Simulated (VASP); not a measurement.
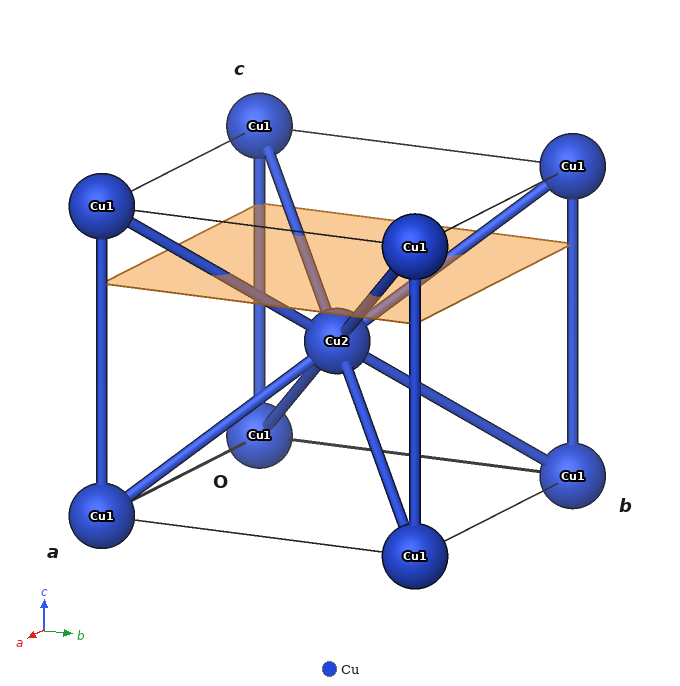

The shaded plane is a symmetry element of the crystal. Crystal: Cu, the end point of a relaxation with VASP Kohn-Sham DFT of a periodic cell, PBEsol, VASP PAW PBE potentials, recommended (VASP). Symmetry computed with spglib at a tolerance of 0.002 Å; standard conventional cell.

a = 2.924 Å, b = 2.924 Å, c = 2.671 Å, α = 90.00°, β = 90.00°, γ = 90.00°.

| atom | x | y | z |
| --- | --- | --- | --- |
| Cu1 | 0.0000 | 0.0000 | 0.0000 |
| Cu2 | 0.5000 | 0.5000 | 0.5000 |

Q: Is it a mirror or a glide plane, and what is the operation?

A: It is a glide plane with glide vector (1/2, 1/2, 0), parallel to (0 0 1), through (1/2, 1/2, 3/4): x, y, z → x+1/2, y+1/2, −z+3/2.

Q: Onto which atom does it carry each atom (up to whole multiples of a, b and c)?

A: Cu1 → Cu2, Cu2 → Cu1.

Q: What is the crystal's space group?

A: No. 139, I4/mmm.
